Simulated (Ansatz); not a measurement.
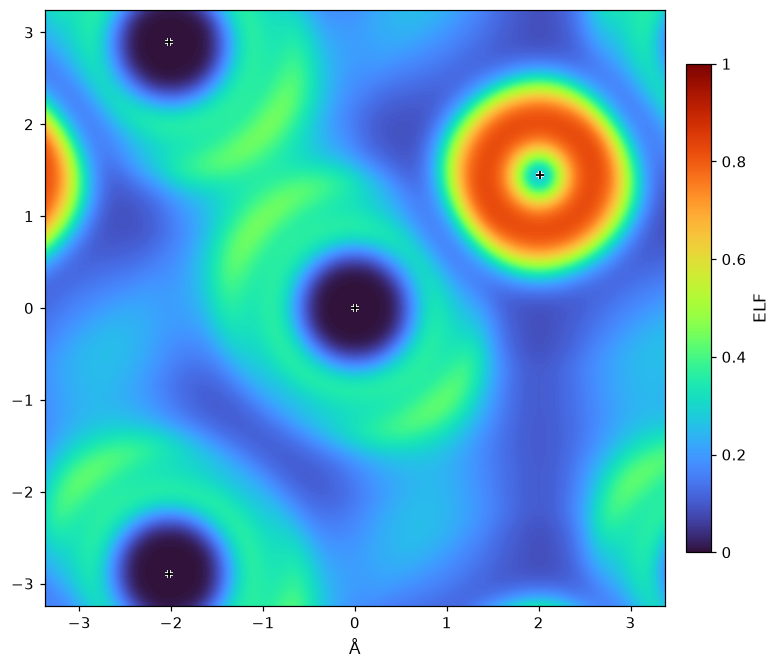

The electron localisation function on a plane through atoms (crosses mark nuclei in the plane).

All numbers below come from Ansatz 0.2.0, DFT PBE, scalar-relativistic, plane waves, PAW.

Candidates:
A. Sn$_{3}$O, a = 6.05 Å, b = 6.05 Å, c = 5.78 Å, α = 90.00°, β = 90.00°, γ = 120.00°. Space group P6₃22.
B. SiMo$_{3}$, a = 5.06 Å, b = 5.06 Å, c = 5.06 Å, α = 90.00°, β = 90.00°, γ = 90.00°. Space group Pm-3n; changed on purpose from its base cell (volume × 1.10); computed pressure about −19 GPa in this cell; computed without spin polarisation.

Question: Which system is this?

Answer: Candidate A: Sn$_{3}$O on the (010) plane of the conventional cell, which holds Sn and O. Sn–O (2.48 Å): the ELF is about 0.20 at the midpoint; no localised pair shows between them.
